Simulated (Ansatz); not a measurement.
System: Si₃₁Ge (cell with a defect).

Input

```
crystal:
  lattice:
    - [-5.4700936474, -5.4700936474, -5.4700936474]
    - [5.4700936474, 5.4700936474, -5.4700936474]
    - [5.4700936474, -5.4700936474, 5.4700936474]
  atoms:
    - { symbol: Ge, position: [0.5, 0.75, 0.5] }
    - { symbol: Si, position: [0.5, 0.5, 0.75] }
    - { symbol: Si, position: [0.25, 0.75, 0.75] }
    - { symbol: Si, position: [0.5, 0.25, 0.0] }
    - { symbol: Si, position: [0.25, 0.5, 0.0] }
    - { symbol: Si, position: [0.0, 0.75, 0.0] }
    - { symbol: Si, position: [0.5, 0.0, 0.25] }
    - { symbol: Si, position: [0.25, 0.25, 0.25] }
    - { symbol: Si, position: [0.0, 0.5, 0.25] }
    - { symbol: Si, position: [0.75, 0.75, 0.25] }
    - { symbol: Si, position: [0.25, 0.0, 0.5] }
    - { symbol: Si, position: [0.0, 0.25, 0.5] }
    - { symbol: Si, position: [0.75, 0.5, 0.5] }
    - { symbol: Si, position: [0.0, 0.0, 0.75] }
    - { symbol: Si, position: [0.75, 0.25, 0.75] }
    - { symbol: Si, position: [0.75, 0.0, 0.0] }
    - { symbol: Si, position: [0.5, 0.75, 0.75] }
    - { symbol: Si, position: [0.5, 0.5, 0.0] }
    - { symbol: Si, position: [0.25, 0.75, 0.0] }
    - { symbol: Si, position: [0.5, 0.25, 0.25] }
    - { symbol: Si, position: [0.25, 0.5, 0.25] }
    - { symbol: Si, position: [0.0, 0.75, 0.25] }
    - { symbol: Si, position: [0.5, 0.0, 0.5] }
    - { symbol: Si, position: [0.25, 0.25, 0.5] }
    - { symbol: Si, position: [0.0, 0.5, 0.5] }
    - { symbol: Si, position: [0.75, 0.75, 0.5] }
    - { symbol: Si, position: [0.25, 0.0, 0.75] }
    - { symbol: Si, position: [1.0, 0.25, 0.75] }
    - { symbol: Si, position: [0.75, 0.5, 0.75] }
    - { symbol: Si, position: [0.0, 0.0, 0.0] }
    - { symbol: Si, position: [0.75, 0.25, 0.0] }
    - { symbol: Si, position: [0.75, 1.0, 0.25] }
  host:
    lattice:
      - [0.0, 2.7350468237, 2.7350468237]
      - [2.7350468237, 0.0, 2.7350468237]
      - [2.7350468237, 2.7350468237, 0.0]
    atoms:
      - { symbol: Si, position: [0.25, 0.25, 0.25] }
      - { symbol: Si, position: [0.0, 0.0, 0.0] }
basis:
  ecutwfc: 420
  xc_grid: 2
kpoints:
  mp_grid: { grid: [2, 2, 2], shift: [0.5, 0.5, 0.5] }
hamiltonian:
  xc: pbe
scf:
  occupations: { method: gaussian, width: 0.02 }
output:
  forces: true
  stress: false
  eigenvalues: true
  charged_corrections: { defect_position: [0.5, 0.75, 0.5] }
  write_density: true
  write_potential: true
  elf: true
  volumetric_format: npy
relax:
  adjacent_minimum: "off"
  f_tol: 0.03
  max_steps: 40
```

Run with:

```sh
ansatz run input.yaml --threads 8 --pin off --max-ram 16384MiB --backend cpu --events-out ev --progress --plain --runs-dir out
```

The fields are those of the relaxed geometry.

Method: Ansatz, DFT PBE, scalar-relativistic, plane waves, PAW.

> What will maps of the valence pseudo-density and electron localisation function show?

Si–Si (2.36 Å): the density is about 0.56 e/Å³ at the midpoint; the ELF peaks at about 0.95 between the atoms; a shared electron pair.
Si–Ge (2.41 Å): ρ at the midpoint is about 0.51 e/Å³; the ELF peaks at about 0.95 between the atoms, as expected for a covalent bond.

> Does the calculation give a band gap?

It is gapped, with a Kohn–Sham gap of 1.3 eV on the k-point mesh, an upper bound to the gap of this method.

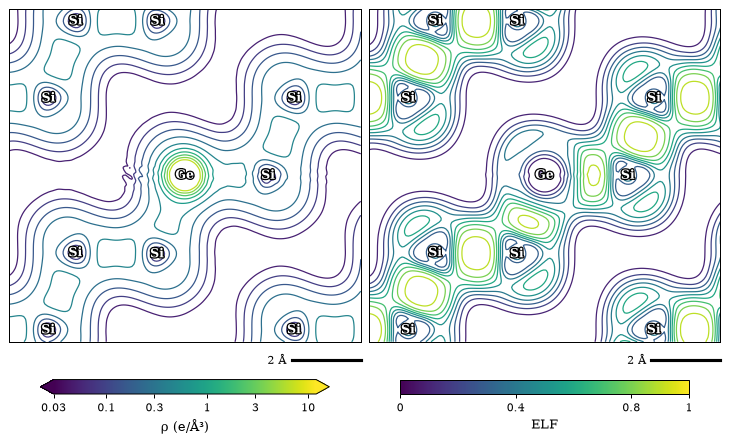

Computed valence pseudo-density and electron localisation function on the (101̄) plane of the calculation cell, in this order. 

Core electrons are frozen (PAW), and the valence fields are smoothed inside the atomic spheres.
